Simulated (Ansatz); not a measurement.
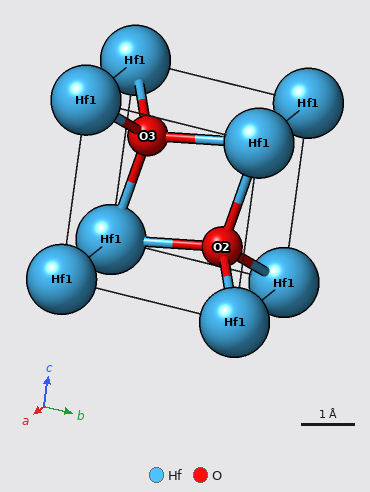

**Figure 1.** The input geometry (ball-and-stick view of the reduced cell, seen slightly off an axis; atoms are numbered from 1 in the order of the input). Near neighbours in the crystal (not all of them lie inside the picture): Hf has 8 O at 2.18 Å; O has 4 Hf at 2.18 Å.

Band-structure calculation, with input and output: HfO$_{2}$ (part 1 of 2)

- system: HfO$_{2}$ (3 atoms in the cell)
- method: DFT, HSE06, plane waves, PAW, no spin polarisation (Ansatz 0.2.0)

The structure was built on a prototype by a generator. The geometry comes from this level: r2SCAN (a point of a series of strains). It belongs to a series of runs on one base structure; here: uniaxial_x strain -1.0%. Figures and captions count atoms from 1; the log counts them from 0 in places.

The program's output
```
Warning: output.stress: scf.convergence.dr2_threshold = 1e-7 eV (the SCF's general default) is looser than the 3e-10 eV advised for a printed stress (1e-10 eV for each atom of the cell: 3). What an SCF threshold leaves in a stress goes as its square root, and in the free energy as the threshold itself, and one threshold admits the most on a small cell: of the crystals measured, under no hybrid functional and no lock of the moments, on runs that ended without the residual-converged pass, on stresses that held no estimate of that error, the worst erred by over 100 MPa in a component at 1e-7 eV an atom and by under 5 at 1e-10. Set scf.convergence.dr2_threshold to 3e-10 eV or tighter. The threshold is an SCF's pass mark: one that does not reach it within its budget of iterations ends unconverged, or closes short of it on a stop that the run arms, and scf.convergence.dr2_threshold's page says what that costs each kind of run
Warning: output.stress: scf.exx.energy_threshold = 1e-6 eV is looser than the 3e-8 eV advised for a stress under a hybrid functional (1e-8 eV for each atom of the cell: 3). Every SCF of the exchange loop can meet its threshold on dr2 while the loop round them stops early: no threshold on dr2 bounds what that leaves in the stress. Set scf.exx.energy_threshold to 3e-8 eV or tighter. The threshold is the loop's pass mark: a loop that does not reach it within its budget of cycles ends unconverged, and scf.exx.energy_threshold's page has the law
scf.n_extra_bands = 4 over 19 filled bands (N_el = 38.0): the run solves 23 bands
Engine: ansatz 0.2.0, x86_64-unknown-linux-gnu
Pseudopotentials: kind: paw
Pseudopotential: Hf, paw, valence charge 26, recommended cutoff 420 eV (normal), Hf.paw.azcp
Pseudopotential: O, paw, valence charge 6, recommended cutoff 420 eV (normal), O.paw.azcp
Functional definition: HSE06
  parameter a = 0.25
  parameter omega = 0.11/bohr
  exchange = pbe_x - a*pbe_x_sr(omega) + a*exact_x_sr(omega)
  correlation = pbe_c
davidson cushion auto → on  (no smearing: the cushion is to keep the highest requested band from converging to the state above it; pin scf.eigensolver.cushion to override)
Crystal: 3 atoms, lattice volume = 32.034 Å³
Basis set: ecut = 420 eV, 609 PW (Γ), exchange–correlation on 48×48×48 points (8 copies of the dense FFT grid, shifted against one another)
Bands: 23, of which v1, the nominal top of the filled ones, is band 19 counted from 1 (18 counted from 0)
Symmetry: 16 space group operations
Space group: I4/mmm (ITA 139), of the structure as read, at distance tolerance 3.2e-5 Å
k-points: 30 of 216
Non-local potential: Hf, projectors of the file, l = 0: 3, l = 1: 2, l = 2: 2, l = 3: 3
Non-local potential: O, projectors of the file, l = 0: 2, l = 1: 2, l = 2: 1
PAW form: soft (Blöchl's): semilocal exchange-correlation on the pseudo side does not see the compensation charge
PAW frozen core: Hf, regenerated for the run's functional, and the local potential with it (the file was generated under x = pbe(κ = 0.804, μ = 0.2195149727645171), c = pbe(β = 0.06672455060314922))
PAW frozen core: O, regenerated for the run's functional, and the local potential with it (the file was generated under x = pbe(κ = 0.804, μ = 0.2195149727645171), c = pbe(β = 0.06672455060314922))
PAW one-centre angular grid: Hf, 590 points (default); XC on 64 Gauss nodes
PAW one-centre angular grid: O, 110 points (default); XC on 96 Gauss nodes
Initial density: superposition of atomic densities (neutral atoms: chi_scale 0, normalization atom), corrected by the library's trained network
Initial wavefunctions: pseudopotential atomic-orbital guess
Functional: x = pbe(κ = 0.804, μ = 0.2195149727645171), c = pbe(β = 0.06672455060314922), warm-up for x = pbe(κ = 0.804, μ = 0.2195149727645171) + 0.25 (exact − pbe) at short range (hse, ω = 0.20786987370883472 Å⁻¹), c = pbe(β = 0.06672455060314922); HSE06 as pw.x's `hse` composes it (authors' and Libxc's form: `xc: wpbeh`)
SCF iter   1: F=—  HF=-16861.381352 eV  |F-HF|=—  |Δ(HF+E_count)|=         —  Δρ=2.25e-3  dr2=8.79e-4  ethr=1.77e-3  ⟨swp⟩=2.0  Hψ=4301  notcnv=0
preconditioner: auto → none  [insulator: Δε(μ)=3.762 eV  Ē_g=18.390 eV  n_scr=14 (ndim 8)  ℏωp=39.4 eV  f_vac=0.061]
SCF iter   2: F=-16861.382083 eV  HF=-16861.381936 eV  |F-HF|=1.46e-4  |Δ(HF+E_count)|=   5.84e-4  Δρ=1.27e-3  dr2=2.43e-4  ethr=2.31e-6  ⟨swp⟩=4.1  Hψ=2230  notcnv=0  defer=3
SCF 1 stopped early in 2 iterations: F = -16861.382083 eV  dr2 = 2.43e-4
  greatest PAW one-centre occupation: 0.999 electrons in one spin orbital (limit 2), on the Hf atom at site 0 (counted from 0), in its partial waves of l = 3
Initial density: handed on by an earlier stage of this run
Initial wavefunctions: those handed on with the density
Functional: x = pbe(κ = 0.804, μ = 0.2195149727645171) + 0.25 (exact − pbe) at short range (hse, ω = 0.20786987370883472 Å⁻¹), c = pbe(β = 0.06672455060314922); HSE06 as pw.x's `hse` composes it (authors' and Libxc's form: `xc: wpbeh`)
Exchange kernel: α = 0.2500, screened, ω = 0.2079 Å⁻¹, Wigner–Seitz truncation, v(0) = 1045.5671 eV·Å³, q-mesh 6×6×6, nearest image of the exchange supercell L = 21.35 Å, pair-density grid 15×15×15, without the augmentation charges, whose exchange is taken in its separable form by FFT convolution over the k-point mesh (sized by the pseudopotential files, 20×20×20 at the most), smooth part of the exact exchange by density-matrix convolution
Frozen-core exchange: fock
SCF iter   1: F=—  HF=-16861.659877 eV  |F-HF|=—  |Δ(HF+E_count)|=         —  Δρ=1.08e-2  dr2=3.93e-2  ethr=6.41e-6  ⟨swp⟩=6.4  Hψ=3252  notcnv=0
preconditioner: auto → none  [insulator: Δε(μ)=5.483 eV  Ē_g=21.868 eV  n_scr=14 (ndim 8)  ℏωp=39.4 eV  f_vac=0.062]
SCF iter   2: F=—  HF=-16861.609254 eV  |F-HF|=—  |Δ(HF+E_count)|=   5.06e-2  Δρ=7.31e-3  dr2=1.09e-2  ethr=6.41e-6  ⟨swp⟩=4.0  Hψ=2671  notcnv=0
SCF iter   3: F=—  HF=-16861.606304 eV  |F-HF|=—  |Δ(HF+E_count)|=   2.95e-3  Δρ=2.13e-3  dr2=2.50e-3  ethr=6.41e-6  ⟨swp⟩=3.2  Hψ=2228  notcnv=0
SCF iter   4: F=—  HF=-16861.624444 eV  |F-HF|=—  |Δ(HF+E_count)|=   1.81e-2  Δρ=1.71e-3  dr2=1.11e-3  ethr=1.86e-6  ⟨swp⟩=4.0  Hψ=2480  notcnv=0
SCF iter   5: F=—  HF=-16861.623899 eV  |F-HF|=—  |Δ(HF+E_count)|=   5.45e-4  Δρ=7.85e-4  dr2=1.65e-4  ethr=1.86e-6  ⟨swp⟩=3.0  Hψ=2080  notcnv=0
iter 6 solved again at ethr=8.17e-9 eV; its pass at ethr=3.38e-7 eV (dr2=3.10e-6 eV) is discarded
SCF iter   6: F=—  HF=-16861.623856 eV  |F-HF|=—  |Δ(HF+E_count)|=   4.38e-5  Δρ=1.41e-4  dr2=2.77e-5  ethr=8.17e-9  ⟨swp⟩=3.1  Hψ=3578  notcnv=0
SCF iter   7: F=—  HF=-16861.624094 eV  |F-HF|=—  |Δ(HF+E_count)|=   2.39e-4  Δρ=2.36e-4  dr2=2.11e-5  ethr=7.48e-9  ⟨swp⟩=4.5  Hψ=2686  notcnv=0
SCF iter   8: F=-16861.624093 eV  HF=-16861.624087 eV  |F-HF|=6.08e-6  |Δ(HF+E_count)|=   7.60e-6  Δρ=1.25e-5  dr2=4.74e-7  ethr=7.48e-9  ⟨swp⟩=4.0  Hψ=2210  notcnv=0
SCF 2 stopped early in 8 iterations: F = -16861.624093 eV  dr2 = 4.74e-7
  greatest PAW one-centre occupation: 1.003 electrons in one spin orbital (limit 2), on the Hf atom at site 0 (counted from 0), in its partial waves of l = 0
hybrid outer 1: dexx = +1.964e-2 eV, tail = 1.06e-3 eV
Exchange kernel: α = 0.2500, screened, ω = 0.2079 Å⁻¹, Wigner–Seitz truncation, v(0) = 1045.5671 eV·Å³, q-mesh 6×6×6, nearest image of the exchange supercell L = 21.35 Å, pair-density grid 15×15×15, without the augmentation charges, whose exchange is taken in its separable form by FFT convolution over the k-point mesh (sized by the pseudopotential files, 20×20×20 at the most), smooth part of the exact exchange by density-matrix convolution
Frozen-core exchange: fock
SCF iter   1: F=—  HF=-16861.623539 eV  |F-HF|=—  |Δ(HF+E_count)|=         —  Δρ=1.25e-4  dr2=2.09e-6  ethr=1.40e-5  ⟨swp⟩=2.0  Hψ=1530  notcnv=0
preconditioner: auto → none  [insulator: Δε(μ)=5.363 eV  Ē_g=21.631 eV  n_scr=14 (ndim 8)  ℏωp=39.4 eV  f_vac=0.064]
SCF iter   2: F=—  HF=-16861.623543 eV  |F-HF|=—  |Δ(HF+E_count)|=   4.03e-6  Δρ=4.59e-5  dr2=2.38e-7  ethr=4.81e-9  ⟨swp⟩=4.3  Hψ=2550  notcnv=0
SCF iter   3: F=—  HF=-16861.623543 eV  |F-HF|=—  |Δ(HF+E_count)|=   1.10e-8  Δρ=2.18e-5  dr2=3.29e-8  ethr=4.75e-10  ⟨swp⟩=3.0  Hψ=1875  notcnv=0
SCF iter   4: F=—  HF=-16861.623543 eV  |F-HF|=—  |Δ(HF+E_count)|=   1.59e-7  Δρ=9.23e-6  dr2=1.94e-8  ethr=5.62e-11  ⟨swp⟩=4.3  Hψ=2083  notcnv=0  defer=1
SCF iter   5: F=-16861.623543 eV  HF=-16861.623543 eV  |F-HF|=0.00e0  |Δ(HF+E_count)|=   5.97e-9  Δρ=2.67e-7  dr2=1.31e-10  ethr=5.04e-11  ⟨swp⟩=3.0  Hψ=1770  notcnv=0
SCF 3 converged in 5 iterations: F = -16861.623543 eV  dr2 = 1.31e-10
  Residual-converged pass: ⟨swp⟩=3.1  Hψ=1595  notcnv=0  max |occ|·‖R‖ = 2.4e-6 eV (tolerance 2.4e-6 eV)  dr2=1.32e-10  dr2_onsite=1.16e-11  max |Δocc| = 0.0e0
hybrid outer 2: dexx = +1.913e-6 eV, tail = 1.46e-7 eV, Δε = 8.85e-3 eV (about 3.55e-4 eV left of the loop's levels)
Exchange kernel: α = 0.2500, screened, ω = 0.2079 Å⁻¹, Wigner–Seitz truncation, v(0) = 1045.5671 eV·Å³, q-mesh 6×6×6, nearest image of the exchange supercell L = 21.35 Å, pair-density grid 15×15×15, without the augmentation charges, whose exchange is taken in its separable form by FFT convolution over the k-point mesh (sized by the pseudopotential files, 20×20×20 at the most), smooth part of the exact exchange by density-matrix convolution
Frozen-core exchange: fock
SCF iter   1: F=—  HF=-16861.623543 eV  |F-HF|=—  |Δ(HF+E_count)|=         —  Δρ=6.27e-6  dr2=7.69e-9  ethr=1.92e-9  ⟨swp⟩=3.2  Hψ=1594  notcnv=0
preconditioner: auto → none  [insulator: Δε(μ)=5.363 eV  Ē_g=21.632 eV  n_scr=14 (ndim 8)  ℏωp=39.4 eV  f_vac=0.064]
SCF iter   2: F=-16861.623543 eV  HF=-16861.623543 eV  |F-HF|=0.00e0  |Δ(HF+E_count)|=   1.80e-9  Δρ=1.19e-6  dr2=3.98e-10  ethr=1.91e-11  ⟨swp⟩=3.8  Hψ=2075  notcnv=0
SCF 4 converged in 2 iterations: F = -16861.623543 eV  dr2 = 3.98e-10
  Residual-converged pass: ⟨swp⟩=2.1  Hψ=1407  notcnv=0  max |occ|·‖R‖ = 2.4e-6 eV (tolerance 2.4e-6 eV)  dr2=3.99e-10  dr2_onsite=1.14e-10  max |Δocc| = 0.0e0
```

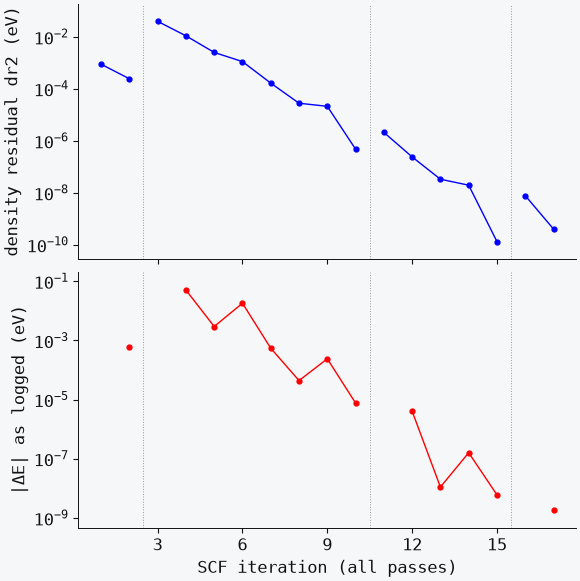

**Figure 2.** Convergence of the self-consistent field: density residual dr2 and size of the energy change against the SCF iteration. The run starts with a semilocal functional; after that each stretch between dotted lines is one SCF of the hybrid functional between two exact rebuilds of the exchange operator by the outer loop. Early passes are stopped at a loose threshold. The passes take 2, 8, 5 and 2 iterations.

```
hybrid outer 3: dexx = +2.200e-9 eV, tail = 1.29e-9 eV, Δε = 1.25e-4 eV (about 2.07e-5 eV left of the loop's levels), ΔF = 2.60e-18 eV/Å (tail 2.73e-18)
the search or the solves at the SCF's close seem to have found levels that the self-consistency loop had missed (the run counts 1). By its estimate they hold under 1e-12 electrons; where the run keeps them, the occupations were computed again with them
NSCF: frozen V_eff on 7 k-points
hybrid SCF converged: 3 outer / 15 inner (+2 warm-up), last move |dexx| = 2.20e-9 eV, tail = 1.29e-9 eV
Stability not checked: this state was not tested for a lower state beside it, because the functional holds exact exchange (a hybrid, or Hartree-Fock), whose exchange loop this test does not read (fock_operator; see scf.lower_state_search)
Free energy (F): -16861.623543 eV
Frozen-core exchange: fock
Harris-Foulkes:  -16861.623543 eV  (|F-HF|=0.00e0)
Internal energy: -16861.623543 eV  (E = F + TS)
E sigma→0 (E₀):  -16861.623543 eV
Fermi energy:    15.430595 eV
--- Per-component energies (eV) ---
  E_band       = -31.602571
  E_kinetic    = 771.610464
  E_local      = -5675.614306  (includes V_loc(G=0)·N_el)
  E_nonlocal   = -1164.474786
  E_hartree    = 2607.710867
  E_xc         = -355.067133
  E_vxc        = -359.906154  (∫ρ·V_xc dr)
  E_exx        = -154.780040  (= α·E_x^exact, valence–valence)
  E_paw        = -7167.634870  (= ΣΔE_a)
  E_vpaw       = 1490.915736  (= ΣTr[D̂ρ^β])
  E_aug_tail   = 0.004942  (compensation charges beyond the density's cutoff)
  E_ewald      = -5724.477385
  E_core_change = 1.098702  (= ΣΔE_core)
  E_smearing   = -0.000000  (= −TS)
  E_closure    = 0.000000  (closes the sum)
  Σ components = -16861.623543   (vs F -16861.623543, Δ=0.00e0)
--- Forces (eV/Å), atoms counted from 1 ---
  atom   1  Hf     0.00000000    -0.00000000    -0.00000000
  atom   2  O     -0.00000000     0.00000000    -0.00000000
  atom   3  O     -0.00000000    -0.00000000     0.00000000
  max |Σ_I F_I| component: 1.73e-18 eV/Å
--- Stress (GPa, compression-positive) ---
        5.742426       0.000000      -0.000000
        0.000000       0.738622      -0.000000
       -0.000000      -0.000000       0.738622
  P = ⅓ Tr σ = 2.4066 GPa (24.066 kbar)
--- Band table (eV; the first three rows and the last of 30) ---
  k-point 0: bands = ["-48.2718", "-15.4054", "-15.3990", "-15.3990", "-5.2241", "-2.1948", "1.8451", "1.8465", "1.8465", "1.9079", "1.9079", "1.9082", "2.1638", "9.4307", "9.4519", "9.4519", "14.6323", "14.6323", "14.7681", "20.8972", "21.0086", "22.8876", "28.0707"]
  k-point 1: bands = ["-48.2672", "-15.5610", "-15.4199", "-15.4169", "-4.8193", "-2.4344", "1.8503", "1.8514", "1.8543", "1.8997", "1.9000", "1.9082", "2.0725", "9.7330", "9.7394", "10.2484", "13.8858", "14.1681", "14.2555", "21.3886", "21.4691", "23.8362", "26.8348"]
  k-point 2: bands = ["-48.2579", "-15.8566", "-15.4532", "-15.4525", "-4.1096", "-2.7353", "1.8569", "1.8573", "1.8718", "1.8885", "1.8896", "1.9086", "1.9605", "10.3181", "10.3415", "11.7278", "12.5976", "13.5165", "13.5575", "21.8394", "21.8421", "23.9741", "26.9322"]
  k-point 29: bands = ["-48.2473", "-15.9170", "-15.6836", "-15.5786", "-3.2092", "-2.9423", "1.8510", "1.8685", "1.8778", "1.8783", "1.8814", "1.8911", "1.9213", "8.9505", "10.5810", "12.0045", "13.1313", "13.6981", "15.1462", "21.5452", "22.6136", "24.0238", "24.7087"]
```
